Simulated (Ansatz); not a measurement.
## Single-point calculation of TiN

The run: single-point calculation of TiN (Fm-3m, 2 atoms in the cell). Method and program: DFT PBEsol, scalar-relativistic, plane waves, PAW, spin-polarised (Ansatz 0.2.0).

The structure derives from an entry of the Crystallography Open Database.

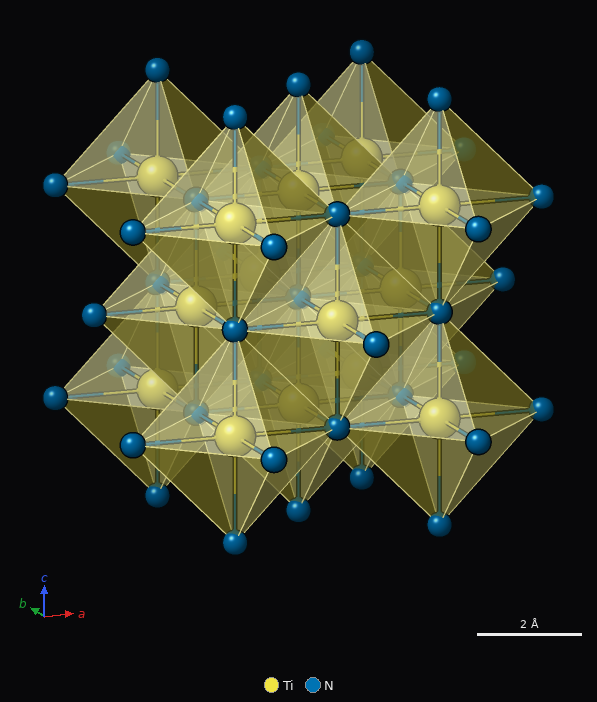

Fig. 1: The structure (polyhedral view of the cell 4 times as large as that of the calculation, set on its symmetry axes, seen slightly off an axis; polyhedra are completed across the faces of the cell). An atom can appear more than once, as a periodic image.

## Key numbers

| quantity | value |
| --- | --- |
| outcome | converged |
| space group (tolerance 0.01 Å) | Fm-3m (225) |
| electrons treated | 17 |
| free energy | −2856.2007 eV |
| Fermi energy | 16.981 eV |
| gap on the k-point mesh | none (metallic) |
| net moment of the cell | 0.00 μB |
| integrated absolute moment | 0.00 μB |
| pressure | −7.84 GPa |
| largest force (length of the vector) | under 0.001 eV/Å |
| hardware | 2 threads of AMD EPYC (Zen 5), 176 GiB of memory available, shared host |
| wall time | 0.81 s (CPU time 1.4 s) |
| peak memory | 0.3 GiB |

## Remarks

The program warns: some starting moments were not kept. The cell is under a tension of 7.8 GPa at this level, so it is not at its equilibrium volume.

## The input
```yaml
crystal:
  lattice:
    - [0.0, 2.122, 2.122]
    - [2.122, 0.0, 2.122]
    - [2.122, 2.122, 0.0]
  atoms:
    - { symbol: Ti, position: [0.0, 0.0, 0.0], spin: 1.0 }
    - { symbol: "N", position: [0.5, 0.5, 0.5] }
basis:
  ecutwfc: 420
kpoints:
  mp_grid: { grid: [8, 8, 8] }
hamiltonian:
  xc: pbesol
scf:
  occupations: { method: gaussian, width: 0.1 }
  lower_state_search: "off"
output:
  forces: true
  stress: true
  eigenvalues: true
  populations: true
magnetization:
  spin_polarized: true
```

Launch command:
```bash
ansatz run input.yaml --threads 2 --pin off --max-ram 5120MiB --backend cpu --events-out ev --progress --plain --runs-dir out
```

## Log
```
Engine: ansatz 0.2.0, x86_64-unknown-linux-gnu
Pseudopotentials: kind: paw
Pseudopotential: Ti, paw, valence charge 12, recommended cutoff 420 eV (normal), Ti.paw.azcp
Pseudopotential: N, paw, valence charge 5, recommended cutoff 420 eV (normal), N.paw.azcp
Functional definition: PBEsol
  exchange = pbesol_x
  correlation = pbesol_c
Crystal: 2 atoms, lattice volume = 19.110 Å³
Basis set: ecut = 420 eV, 339 PW (Γ), exchange–correlation on 48×48×48 points (8 copies of the dense FFT grid, shifted against one another)
Bands: 13, of which v1, the nominal top of the filled ones, is band 9 counted from 1 (8 counted from 0)
Symmetry: 48 space group operations
Space group: Fm-3m (ITA 225), of the structure as read, at distance tolerance 2.7e-5 Å
Magnetic group: BNS 225.116 (UNI 1618), of the structure as read, at distance tolerance 2.7e-5 Å
k-points: 29 of 512
Non-local potential: Ti, projectors of the file, l = 0: 3, l = 1: 2, l = 2: 3, l = 3: 1
Non-local potential: N, projectors of the file, l = 0: 2, l = 1: 2, l = 2: 1
PAW form: soft (Blöchl's): semilocal exchange-correlation on the pseudo side does not see the compensation charge
PAW frozen core: Ti, regenerated for the run's functional, and the local potential with it (the file was generated under x = pbe(κ = 0.804, μ = 0.2195149727645171), c = pbe(β = 0.06672455060314922))
PAW frozen core: N, regenerated for the run's functional, and the local potential with it (the file was generated under x = pbe(κ = 0.804, μ = 0.2195149727645171), c = pbe(β = 0.06672455060314922))
PAW one-centre angular grid: Ti, 590 points (default); XC on 64 Gauss nodes
PAW one-centre angular grid: N, 110 points (default); XC on 64 Gauss nodes
Initial density: superposition of atomic densities (chi_scale 0.1, normalization cell, long waves kept (reshape's long-wave potential 0.00 eV rms))
Starting moments: Σ|m| = 1 μB on 1 of 2 sites
Initial wavefunctions: pseudopotential atomic-orbital guess
Functional: x = pbesol(κ = 0.804, μ = 0.12345679012345678), c = pbesol(β = 0.046)
SCF iter   1: F=—  HF=-2856.259468 eV  |F-HF|=—  |Δ(HF+E_count)|=         —  Δρ=7.19e-2 (↑7.19e-2 ↓4.41e-2)  dr2=1.11e0  dr2_m=4.19e-1  M=0.272 μB ∫|m|=0.320 μB  β_m=0.30  ethr=3.10e-3  ⟨swp⟩=4.4  Hψ=3580  notcnv=0
preconditioner: auto → none  [metal: Δε(μ)=0.097 eV  Ē_g=10.247 eV  σ=0.100 eV  W_gap=0.42  n_scr=8 (ndim 8)  ℏωp=25.5 eV  f_vac=0.000  D(μ)=0.81/eV (n_scr^D=8)  sad-step TF]
SCF iter   2: F=—  HF=-2856.147854 eV  |F-HF|=—  |Δ(HF+E_count)|=   1.12e-1  Δρ=4.45e-2 (↑4.45e-2 ↓3.39e-2)  dr2=2.27e-1  dr2_m=2.21e-1  M=0.250 μB ∫|m|=0.293 μB  β_m=0.30  ethr=3.10e-3  ⟨swp⟩=2.0  Hψ=1447  notcnv=0  defer=21
SCF iter   3: F=—  HF=-2856.151985 eV  |F-HF|=—  |Δ(HF+E_count)|=   4.13e-3  Δρ=2.94e-2 (↑2.75e-2 ↓2.94e-2)  dr2=2.71e-2  dr2_m=1.26e-1  M=0.216 μB ∫|m|=0.254 μB  β_m=0.30  ethr=1.33e-3  ⟨swp⟩=2.3  Hψ=1111  notcnv=0  defer=21
SCF iter   4: F=—  HF=-2856.170404 eV  |F-HF|=—  |Δ(HF+E_count)|=   1.84e-2  Δρ=2.16e-2 (↑2.16e-2 ↓1.98e-2)  dr2=2.16e-3  dr2_m=7.44e-2  M=0.192 μB ∫|m|=0.219 μB  β_m=0.30  ethr=1.59e-4  ⟨swp⟩=3.0  Hψ=1503  notcnv=0  defer=21
SCF iter   5: F=—  HF=-2856.181229 eV  |F-HF|=—  |Δ(HF+E_count)|=   1.08e-2  Δρ=1.61e-2 (↑1.59e-2 ↓1.61e-2)  dr2=7.43e-5  dr2_m=4.49e-2  M=0.168 μB ∫|m|=0.189 μB  β_m=0.30  ethr=1.27e-5  ⟨swp⟩=2.1  Hψ=1022  notcnv=0  defer=21
SCF iter   6: F=—  HF=-2856.188151 eV  |F-HF|=—  |Δ(HF+E_count)|=   6.92e-3  Δρ=1.26e-2 (↑1.26e-2 ↓1.22e-2)  dr2=8.53e-5  dr2_m=2.70e-2  M=0.151 μB ∫|m|=0.165 μB  β_m=0.30  ethr=4.37e-7  ⟨swp⟩=2.0  Hψ=1261  notcnv=0  defer=21
SCF iter   7: F=—  HF=-2856.192311 eV  |F-HF|=—  |Δ(HF+E_count)|=   4.16e-3  Δρ=9.77e-3 (↑9.71e-3 ↓9.77e-3)  dr2=2.71e-6  dr2_m=1.66e-2  M=0.135 μB ∫|m|=0.145 μB  β_m=0.30  ethr=4.37e-7  ⟨swp⟩=2.3  Hψ=1177  notcnv=0  defer=21
Mixer restart at iter 7: flushing history
spin-set hold released at iteration 7 (site moments contracting): the magnetisation degrees of freedom join the quasi-Newton model from the next iteration; the mixer history was flushed
SCF iter   8: F=—  HF=-2856.194940 eV  |F-HF|=—  |Δ(HF+E_count)|=   2.63e-3  Δρ=7.71e-3 (↑7.70e-3 ↓7.71e-3)  dr2=5.51e-7  dr2_m=1.04e-2  M=0.121 μB ∫|m|=0.128 μB  β_m=0.57  ethr=1.59e-8  ⟨swp⟩=2.9  Hψ=1352  notcnv=0  defer=21
SCF iter   9: F=—  HF=-2856.199953 eV  |F-HF|=—  |Δ(HF+E_count)|=   5.01e-3  Δρ=1.87e-3 (↑1.65e-3 ↓1.87e-3)  dr2=2.62e-5  dr2_m=5.39e-4  M=0.056 μB ∫|m|=0.056 μB  β_m=0.82  ethr=3.24e-9  ⟨swp⟩=3.8  Hψ=1839  notcnv=0  defer=21
SCF iter  10: F=—  HF=-2856.200601 eV  |F-HF|=—  |Δ(HF+E_count)|=   6.48e-4  Δρ=1.01e-3 (↑1.01e-3 ↓6.68e-4)  dr2=3.48e-4  dr2_m=5.57e-5  M=0.025 μB ∫|m|=0.025 μB  β_m=0.68  ethr=3.24e-9  ⟨swp⟩=4.0  Hψ=1846  notcnv=0  defer=21
SCF iter  11: F=—  HF=-2856.200574 eV  |F-HF|=—  |Δ(HF+E_count)|=   2.67e-5  Δρ=5.88e-4 (↑4.53e-4 ↓5.88e-4)  dr2=6.33e-5  dr2_m=3.52e-5  M=0.021 μB ∫|m|=0.021 μB  β_m=0.72  ethr=3.24e-9  ⟨swp⟩=3.8  Hψ=1782  notcnv=0  defer=21
SCF iter  12: F=—  HF=-2856.200652 eV  |F-HF|=—  |Δ(HF+E_count)|=   7.84e-5  Δρ=1.18e-4 (↑1.18e-4 ↓1.01e-4)  dr2=1.60e-6  dr2_m=1.77e-6  M=0.004 μB ∫|m|=0.004 μB  β_m=0.86  ethr=3.24e-9  ⟨swp⟩=3.2  Hψ=1497  notcnv=0  defer=21
SCF iter  13: F=—  HF=-2856.200656 eV  |F-HF|=—  |Δ(HF+E_count)|=   3.38e-6  Δρ=3.69e-5 (↑3.69e-5 ↓1.90e-5)  dr2=9.01e-8  dr2_m=1.21e-7  M=0.001 μB ∫|m|=0.001 μB  β_m=0.76  ethr=5.88e-10  ⟨swp⟩=3.9  Hψ=3021  notcnv=0
iter 14 did not close the SCF: its close was put off for a magnetic moment that had not settled (scf_convergence_deferred on its scf_iter line)
SCF iter  14: F=-2856.200656 eV  HF=-2856.200656 eV  |F-HF|=4.51e-9  |Δ(HF+E_count)|=   1.11e-7  Δρ=1.12e-5 (↑7.70e-6 ↓1.12e-5)  dr2=2.11e-9  dr2_m=1.54e-8  M=0.000 μB ∫|m|=0.000 μB  β_m=0.80  ethr=5.30e-10  ⟨swp⟩=4.9  Hψ=3088  notcnv=0
iter 15 did not close the SCF: its close was put off for a magnetic moment that had not settled (scf_convergence_deferred on its scf_iter line)
SCF iter  15: F=-2856.200656 eV  HF=-2856.200656 eV  |F-HF|=2.16e-10  |Δ(HF+E_count)|=   1.15e-8  Δρ=1.13e-6 (↑1.07e-6 ↓1.13e-6)  dr2=2.40e-12  dr2_m=2.10e-10  M=-0.000 μB ∫|m|=0.000 μB  β_m=0.90  ethr=1.24e-11  ⟨swp⟩=1.0  Hψ=2227  notcnv=0
SCF iter  16: F=-2856.200656 eV  HF=-2856.200656 eV  |F-HF|=7.28e-12  |Δ(HF+E_count)|=  2.85e-10  Δρ=2.83e-7 (↑2.83e-7 ↓2.70e-7)  dr2=7.39e-13  dr2_m=1.33e-11  M=-0.000 μB ∫|m|=0.000 μB  ethr=1.00e-12  ⟨swp⟩=1.0  Hψ=1993  notcnv=0
WARN: the starting moments were not kept: the SCF closed with an absolute magnetisation of 9.8e-6 μB, where they sum to 1 μB in size (1 site). That is at most 0.1 of that sum. Measured as dr2_m measures the in/out step, that magnetisation stands 3.6e-11 eV from none, at or under the dr2_threshold of 1.0e-7 eV: it is no larger than a step whose dr2_m would equal this threshold. The system may hold no moment; this SCF shows only that its start led to no more than that. To try another start: raise the starting moments (crystal.atoms[].spin, magnetization.per_species, magnetization.initial_magnetization, or on a non-collinear deck that types none of these the spinor_matrix: blocks that start its atoms; where the total moment is fixed, keep their sum and leave initial_magnetization as it is; typed ones take the place of any that the run laid by itself, positive ones on a crystal's lanthanoids without a Hubbard term where scf.initial_density.shell_occupations: [] is typed) or, if the notice of its spin-set hold's release reads "site moments contracting" or "site moments show no strong build", lengthen the hold (scf.mixing.spin_hold: { on: { confirm: 4 } }; for m-r²SCAN on two components see the key's manual first). Each may lead to a state that holds a moment. A second SCF, from the converged charge density, with the starting moments and any scf.initial_density.shell_occupations laid on it anew, would have followed, and was not run: the deck does not ask for one (magnetization.retry_lost_moments is false, the default). To let it run, set magnetization.retry_lost_moments: true and run the deck again, where that key's refused combinations let it; where memory then withholds it, that run's warning says so.
SCF 1 converged in 16 iterations: F = -2856.200656 eV  dr2 = 7.39e-13
  greatest PAW one-centre occupation: 0.999 electrons in one spin orbital (limit 2), on the Ti atom at site 0 (counted from 0), in its partial waves of l = 0
```

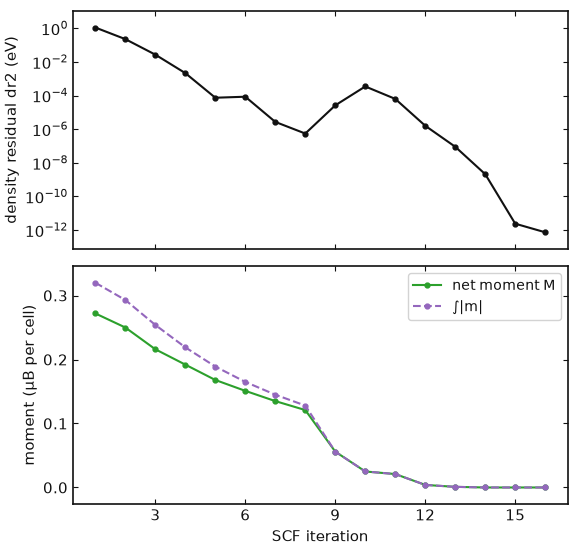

Fig. 2: Convergence of the self-consistent field: density residual dr2 and magnetic moment against the SCF iteration. The residual falls unevenly and jumps up by a factor of two or more 2 times on the way down. The net moment goes from 0.3 to 0.0 μB per cell, and ∫|m| falls to zero.

```
SCF converged after 16 iterations
Magnetization: -0.0000 μB (8.5000 up, 8.5000 down)
Absolute magnetization: 0.0000 μB (∫|ρ↑−ρ↓|, with the PAW one-centre terms)
Spin contamination: 0.0000 ħ² per cell (⟨S²⟩ above its minimum at these occupations)
Per-site moments (μB) at R_I (Å): [(-5.734925802569316e-6, 0.875325), (-8.50986621440764e-7, 0.875325)]
Free energy (F): -2856.200656 eV
Harris-Foulkes:  -2856.200656 eV  (|F-HF|=7.28e-12)
Internal energy: -2856.192093 eV  (E = F + TS)
E sigma→0 (E₀):  -2856.196375 eV
Entropy (-TS):   -0.008562 eV (-4.281 meV/atom)
Fermi energy:    16.981010 eV
--- Per-component energies (eV) ---
  E_band       = -93.192832
  E_kinetic    = 405.429990
  E_local      = -788.679458  (includes V_loc(G=0)·N_el)
  E_nonlocal   = 52.568492
  E_hartree    = 313.069386
  E_xc         = -158.387448
  E_vxc        = -200.458286  (∫ρ·V_xc dr)
  E_paw        = -1144.020297  (= ΣΔE_a)
  E_vpaw       = -188.192542  (= ΣTr[D̂ρ^β])
  E_aug_tail   = 0.000205  (compensation charges beyond the density's cutoff)
  E_ewald      = -1536.340447
  E_core_change = 0.167483  (= ΣΔE_core)
  E_smearing   = -0.008562  (= −TS)
  E_closure    = -0.000000  (closes the sum)
  Σ components = -2856.200656   (vs F -2856.200656, Δ=0.00e0)
--- Forces (eV/Å), atoms counted from 1 ---
  atom   1  Ti    -0.00000000    -0.00000000    -0.00000000
  atom   2  N      0.00000000    -0.00000000    -0.00000000
  max |Σ_I F_I| component: 7.66e-30 eV/Å
--- Stress (GPa, compression-positive) ---
       -7.843718      -0.000000      -0.000000
        0.000000      -7.843718      -0.000000
        0.000000      -0.000000      -7.843718
  P = ⅓ Tr σ = -7.8437 GPa (-78.437 kbar)
--- Band table (eV; the first three rows and the last of 58) ---
  k-point 0 ↑: bands = ["-40.6002", "-16.6906", "-16.6906", "-16.6906", "-0.0902", "14.9361", "14.9361", "14.9361", "16.3471", "16.3471", "16.3471", "17.5545", "17.5545"]
  k-point 1 ↑: bands = ["-40.5857", "-16.7917", "-16.6989", "-16.6989", "0.2127", "13.5490", "13.9360", "13.9360", "16.7101", "16.7101", "16.9445", "18.6942", "18.6942"]
  k-point 2 ↑: bands = ["-40.5507", "-17.0288", "-16.7189", "-16.7189", "1.0058", "11.4060", "12.6403", "12.6403", "17.4525", "17.4525", "17.6703", "20.5644", "20.5644"]
  k-point 28 ↓: bands = ["-40.4684", "-17.0701", "-17.0701", "-16.9216", "1.8163", "11.4719", "11.4719", "11.5901", "17.9003", "17.9003", "19.4000", "20.1308", "20.8662"]
--- Löwdin populations: 2 sites ---
  site symbol       q [e]    m [muB]
     0     Ti     11.1690    -0.0000
     1      N      5.7642    -0.0000
  spilling = 0.003925 (of n_electrons = 17.000000)
```

## File populations.tsv
```
# site	symbol	l	j	q_up	q_dn
# orbitals = lowdin
# n_electrons = 17.000000
# spilling = 0.003925
0	Ti	0_3S	-	0.948924	0.948924
0	Ti	0_4S	-	0.245056	0.245056
0	Ti	1_3P	-	2.994322	2.994322
0	Ti	2_3D	-	1.396214	1.396222
1	N	0_2S	-	0.768546	0.768546
1	N	1_2P	-	2.113572	2.113573
```
